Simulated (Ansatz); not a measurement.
Scan of the smearing width.
System: Ti2C (R-3m, 3 atoms in the cell).
Method: Ansatz, DFT PBEsol, scalar-relativistic, plane waves, PAW; cutoff 420 eV, 18×18×18 k-mesh, Fermi–Dirac smearing.
ΔE is the free energy less its value at the smallest setting, 0.01 eV.
Dashed lines or grey bands mark the tolerance: 1 meV/atom.
On logarithmic panels, open markers lie below the reference value and filled ones above.
The atoms sit off their equilibrium sites.
Values: 0.3 eV, 0.05 eV, 0.02 eV and 0.01 eV.

How do the results converge (to 1 meV/atom)?

Answer. The free energy is within 1 meV/atom of the smallest setting's value from 0.02 eV down. It is off by 100 meV/atom at 0.3 eV and 2.6 meV/atom at 0.05 eV (always below it). The free energy falls with the width because it holds the −TS term of the fractional occupations.

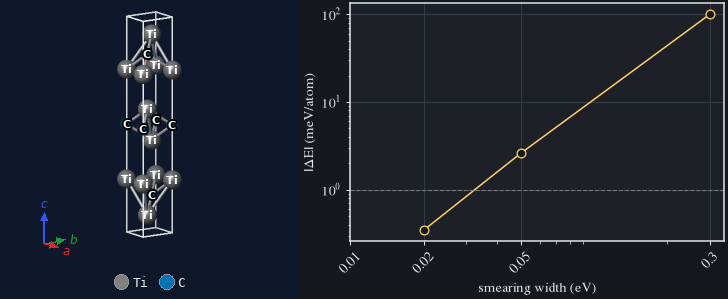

Beside the plot: the structure in its conventional cell.
